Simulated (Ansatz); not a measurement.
# Two runs on InP

System: InP (F-43m, 2 atoms in the cell).
Method of run 1: DFT PBE, scalar-relativistic, plane waves, PAW, no spin polarisation (Ansatz 0.2.0).

The structure was made by swapping elements on the sites of another compound; it need not be a known phase. Text and figures count atoms from 1; the logs count them from 0 in places.

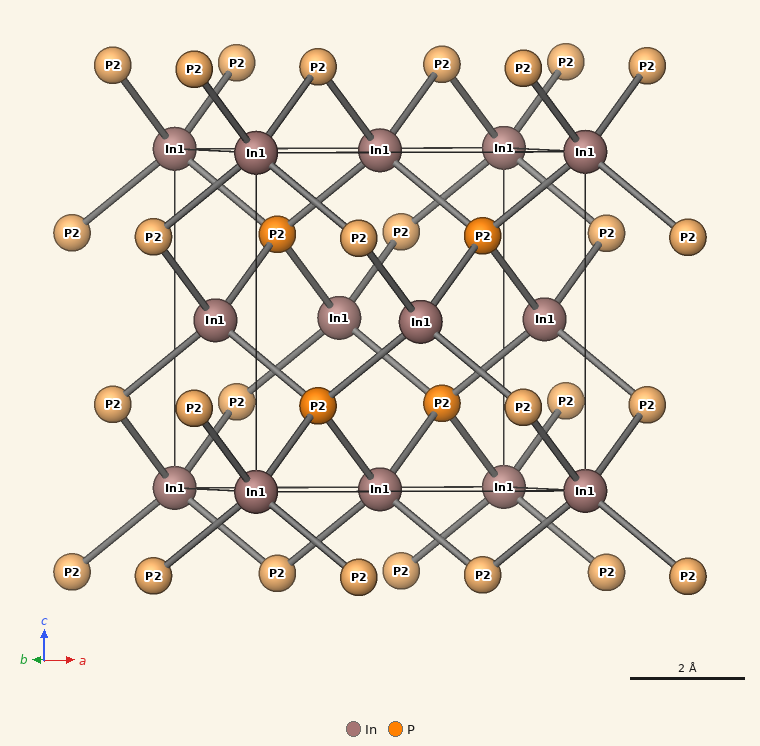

Fig. 1: The starting structure (ball-and-stick view of the cell 4 times as large as that of the calculation, set on its symmetry axes, seen at an oblique angle; neighbours outside the cell are drawn fainter; atoms are numbered from 1 in the order of the input).

### Input file, run 1
```yaml
crystal:
  lattice:
    - [0.0, 2.977066566, 2.977066566]
    - [2.977066566, 0.0, 2.977066566]
    - [2.977066566, 2.977066566, 0.0]
  atoms:
    - { symbol: In, position: [0.0, 0.0, 0.0] }
    - { symbol: P, position: [0.75, 0.75, 0.75] }
basis:
  ecutwfc: 420
kpoints:
  mp_grid: { grid: [10, 10, 10] }
hamiltonian:
  xc: pbe
scf:
  occupations: { method: gaussian, width: 0.02 }
output:
  forces: true
  stress: true
  eigenvalues: true
relax:
  adjacent_minimum: "off"
  f_tol: 0.01
  max_steps: 60
  cell: { stress_tol: 0.1 }
```

Launched with:
```bash
ansatz run input.yaml --threads 1 --pin off --max-ram 2560MiB --backend cpu --events-out ev --progress --plain --runs-dir out
```

Hardware: 1 thread of Intel Xeon @ 2.90GHz (Ice Lake), 192 GiB of memory available, shared host.

### Output, shortened to warnings, some set-up lines, iterations and results (run 1)
```
Basis set: ecut = 420 eV, 965 PW (Γ), exchange–correlation on 60×60×60 points (8 copies of the dense FFT grid, shifted against one another)
Symmetry: 24 space group operations
k-points: 47 of 1000 (time reversal used)
Initial density: superposition of atomic densities (neutral atoms: chi_scale 0, normalization atom), corrected by the library's trained network
[...]
SCF iter   1: F=—  HF=-6354.010519 eV  |F-HF|=—  |Δ(HF+E_count)|=         —  Δρ=1.95e-3  dr2=4.52e-3  ethr=1.77e-3  ⟨swp⟩=6.6  Hψ=4193  notcnv=0
SCF iter   2: F=—  HF=-6354.008387 eV  |F-HF|=—  |Δ(HF+E_count)|=   2.13e-3  Δρ=1.14e-3  dr2=7.15e-4  ethr=2.51e-5  ⟨swp⟩=2.9  Hψ=1749  notcnv=0
SCF iter   3: F=—  HF=-6354.008220 eV  |F-HF|=—  |Δ(HF+E_count)|=   1.66e-4  Δρ=3.44e-4  dr2=6.93e-5  ethr=3.97e-6  ⟨swp⟩=2.1  Hψ=1071  notcnv=0
SCF iter   4: F=—  HF=-6354.008277 eV  |F-HF|=—  |Δ(HF+E_count)|=   5.64e-5  Δρ=1.01e-4  dr2=4.59e-6  ethr=3.85e-7  ⟨swp⟩=3.0  Hψ=1220  notcnv=0
SCF iter   5: F=—  HF=-6354.008282 eV  |F-HF|=—  |Δ(HF+E_count)|=   5.34e-6  Δρ=7.12e-5  dr2=2.25e-6  ethr=2.55e-8  ⟨swp⟩=2.0  Hψ=1035  notcnv=0
[... 12 lines ...]
SCF iter   3: F=—  HF=-6354.008338 eV  |F-HF|=—  |Δ(HF+E_count)|=   9.78e-8  Δρ=2.59e-6  dr2=6.83e-10  ethr=2.17e-11  ⟨swp⟩=2.0  Hψ=906  notcnv=0
SCF iter   4: F=—  HF=-6354.008338 eV  |F-HF|=—  |Δ(HF+E_count)|=   7.99e-8  Δρ=5.25e-7  dr2=1.44e-10  ethr=3.80e-12  ⟨swp⟩=2.0  Hψ=1023  notcnv=0
SCF iter   5: F=-6354.008338 eV  HF=-6354.008338 eV  |F-HF|=1.55e-11  |Δ(HF+E_count)|=  9.35e-10  Δρ=2.69e-7  dr2=2.20e-11  ethr=1.00e-12  ⟨swp⟩=6.0  Hψ=2668  notcnv=0
SCF 3 converged in 5 iterations: F = -6354.008338 eV  dr2 = 2.20e-11
relax step   3: F+E_penalty+E_count = -6354.00833826 eV  Δ(F+E_penalty+E_count) = -2.541e-5 eV  max|allowed force component| = 7.170e-17 eV/Å  Δτ_max = 0.0000 Å  P = -0.028 …
basis re-selected at this cell: Δ(F+E_penalty+E_count) = -2.541e-5 eV, ΔP = +0.000 GPa vs the last step (what re-selecting the basis moved, of the pressure what is left beyond the Pulay correction that the steps carried, after the strain that the cell walked since its last selection, with what the …
SCF converged after 5 iterations
Free energy (F): -6354.008338 eV
Harris-Foulkes:  -6354.008338 eV  (|F-HF|=1.55e-11)
Internal energy: -6354.008338 eV  (E = F + TS)
E sigma→0 (E₀):  -6354.008338 eV
Fermi energy:    6.592840 eV
--- Per-component energies (eV) ---
  E_band       = -61.267536
  E_kinetic    = 312.180180
  E_local      = -1428.550215  (includes V_loc(G=0)·N_el)
  E_nonlocal   = 401.287895
  E_hartree    = 562.557522
  E_xc         = -275.994842
  E_vxc        = -159.055295  (∫ρ·V_xc dr)
  E_paw        = -4725.127640  (= ΣΔE_a)
  E_vpaw       = -312.245364  (= ΣTr[D̂ρ^β])
  E_aug_tail   = 0.000028  (compensation charges beyond the density's cutoff)
  E_ewald      = -1200.361266
  E_smearing   = -0.000000  (= −TS)
  E_closure    = -0.000000  (closes the sum)
  Σ components = -6354.008338   (vs F -6354.008338, Δ=0.00e0)
--- Forces (eV/Å), atoms counted from 1 ---
  atom   1  In     0.00000000    -0.00000000     0.00000000
  atom   2  P      0.00000000     0.00000000    -0.00000000
  max |Σ_I F_I| component: 6.48e-17 eV/Å
--- Stress (GPa, compression-positive) ---
       -0.027977      -0.000000      -0.000000
       -0.000000      -0.027977       0.000000
       -0.000000       0.000000      -0.027977
  P = ⅓ Tr σ = -0.0280 GPa (-0.280 kbar)
--- Relaxed structure (2 steps of the walk, 2 accepted, 1 SCFs on fresh bases) ---
  F+E_penalty+E_count = -6354.00833826 eV   max|allowed force component| = 7.170e-17 eV/Å   (the final SCF, on the basis selected at the relaxed cell)
  cell:  # Å, volume = 52.9365 Å³
    - [-2.5476860164477955e-34, 2.980174163567735, 2.980174163567735]
    - [2.980174163567735, 5.8596778378299275e-33, 2.980174163567735]
    - [2.980174163567735, 2.980174163567735, 6.929705964738002e-33]
  atoms:
    - { symbol: In, position: [1.0889854160727714e-33, -1.3261901601678304e-33, -1.0889854160727714e-33] }
    - { symbol: P, position: [0.75, 0.75, 0.75] }
```

The input of run 2 differs as follows (lines with − go, lines with + come):
```diff
+  mixing: { preconditioner: ldos }
```

Predict how the results change.

Both reach the same energy, so the change doesn't alter the result. The SCF takes 15 iterations over all geometry steps against 16.

### Output, shortened to warnings, some set-up lines, iterations and results (run 2)
```
Basis set: ecut = 420 eV, 965 PW (Γ), exchange–correlation on 60×60×60 points (8 copies of the dense FFT grid, shifted against one another)
Symmetry: 24 space group operations
k-points: 47 of 1000 (time reversal used)
Initial density: superposition of atomic densities (neutral atoms: chi_scale 0, normalization atom), corrected by the library's trained network
[...]
SCF iter   1: F=—  HF=-6354.010519 eV  |F-HF|=—  |Δ(HF+E_count)|=         —  Δρ=1.95e-3  dr2=4.52e-3  ethr=1.77e-3  ⟨swp⟩=6.6  Hψ=4193  notcnv=0
SCF iter   2: F=—  HF=-6354.011049 eV  |F-HF|=—  |Δ(HF+E_count)|=   5.30e-4  Δρ=2.83e-3  dr2=7.55e-3  ethr=2.51e-5  ⟨swp⟩=3.0  Hψ=1811  notcnv=0
SCF iter   3: F=—  HF=-6354.008302 eV  |F-HF|=—  |Δ(HF+E_count)|=   2.75e-3  Δρ=2.82e-4  dr2=6.13e-5  ethr=2.51e-5  ⟨swp⟩=3.0  Hψ=1344  notcnv=0
SCF iter   4: F=—  HF=-6354.008281 eV  |F-HF|=—  |Δ(HF+E_count)|=   2.12e-5  Δρ=3.76e-5  dr2=7.60e-7  ethr=3.41e-7  ⟨swp⟩=3.5  Hψ=1151  notcnv=0
SCF iter   5: F=-6354.008281 eV  HF=-6354.008282 eV  |F-HF|=5.73e-8  |Δ(HF+E_count)|=   3.93e-7  Δρ=1.36e-5  dr2=6.61e-8  ethr=4.22e-9  ⟨swp⟩=2.1  Hψ=1048  notcnv=0
[... 11 lines ...]
SCF iter   3: F=—  HF=-6354.008338 eV  |F-HF|=—  |Δ(HF+E_count)|=   3.89e-8  Δρ=1.90e-6  dr2=1.78e-9  ethr=2.70e-10  ⟨swp⟩=2.0  Hψ=1024  notcnv=0
SCF iter   4: F=—  HF=-6354.008338 eV  |F-HF|=—  |Δ(HF+E_count)|=   2.40e-9  Δρ=9.69e-7  dr2=2.71e-10  ethr=9.88e-12  ⟨swp⟩=2.0  Hψ=789  notcnv=0
SCF iter   5: F=-6354.008338 eV  HF=-6354.008338 eV  |F-HF|=4.09e-11  |Δ(HF+E_count)|=   1.68e-9  Δρ=1.10e-7  dr2=4.40e-12  ethr=1.00e-12  ⟨swp⟩=6.1  Hψ=2907  notcnv=0
SCF 3 converged in 5 iterations: F = -6354.008338 eV  dr2 = 4.40e-12
relax step   3: F+E_penalty+E_count = -6354.00833819 eV  Δ(F+E_penalty+E_count) = -2.542e-5 eV  max|allowed force component| = 4.163e-17 eV/Å  Δτ_max = 0.0000 Å  P = -0.028 …
basis re-selected at this cell: Δ(F+E_penalty+E_count) = -2.542e-5 eV, ΔP = +0.000 GPa vs the last step (what re-selecting the basis moved, of the pressure what is left beyond the Pulay correction that the steps carried, after the strain that the cell walked since its last selection, with what the …
SCF converged after 5 iterations
Free energy (F): -6354.008338 eV
Harris-Foulkes:  -6354.008338 eV  (|F-HF|=4.09e-11)
Internal energy: -6354.008338 eV  (E = F + TS)
E sigma→0 (E₀):  -6354.008338 eV
Fermi energy:    6.592795 eV
--- Per-component energies (eV) ---
  E_band       = -61.268150
  E_kinetic    = 312.180073
  E_local      = -1428.552125  (includes V_loc(G=0)·N_el)
  E_nonlocal   = 401.287971
  E_hartree    = 562.558263
  E_xc         = -275.994793
  E_vxc        = -159.055230  (∫ρ·V_xc dr)
  E_paw        = -4725.127676  (= ΣΔE_a)
  E_vpaw       = -312.245410  (= ΣTr[D̂ρ^β])
  E_aug_tail   = 0.000028  (compensation charges beyond the density's cutoff)
  E_ewald      = -1200.360079
  E_smearing   = -0.000000  (= −TS)
  E_closure    = -0.000000  (closes the sum)
  Σ components = -6354.008338   (vs F -6354.008338, Δ=0.00e0)
--- Forces (eV/Å), atoms counted from 1 ---
  atom   1  In    -0.00000000    -0.00000000     0.00000000
  atom   2  P      0.00000000     0.00000000    -0.00000000
  max |Σ_I F_I| component: 2.78e-17 eV/Å
--- Stress (GPa, compression-positive) ---
       -0.028152      -0.000000      -0.000000
       -0.000000      -0.028152       0.000000
       -0.000000       0.000000      -0.028152
  P = ⅓ Tr σ = -0.0282 GPa (-0.282 kbar)
--- Relaxed structure (2 steps of the walk, 2 accepted, 1 SCFs on fresh bases) ---
  F+E_penalty+E_count = -6354.00833819 eV   max|allowed force component| = 4.163e-17 eV/Å   (the final SCF, on the basis selected at the relaxed cell)
  cell:  # Å, volume = 52.9366 Å³
    - [-2.7515008977636187e-33, 2.980177112312252, 2.980177112312252]
    - [2.980177112312252, 2.5986397367767512e-33, 2.980177112312252]
    - [2.980177112312252, 2.980177112312252, 4.4329736686191636e-33]
  atoms:
    - { symbol: In, position: [1.397621134241911e-33, -1.4784863879106812e-33, -1.2817142706500072e-33] }
    - { symbol: P, position: [0.75, 0.75, 0.75] }
```

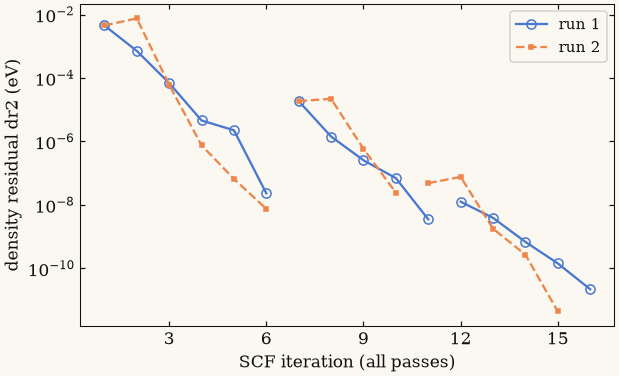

Fig. 2: Convergence of the two runs: density residual dr2 against the SCF iteration. A break in a curve parts two SCF passes. Run 1 takes 16 iterations in all, and run 2 takes 15.

### The two runs side by side

```tsv
quantity	run 1	run 2
outcome	converged	converged
free energy per atom (eV)	−3177.0042	−3177.0042
gap on the mesh (eV)	0.44	0.44
pressure (GPa)	−0.03	−0.03
largest force (eV/Å)	0.000	0.000
SCF iterations	16	15
irreducible k-points	47	47
wall time (shared host)	13 s	12 s
```
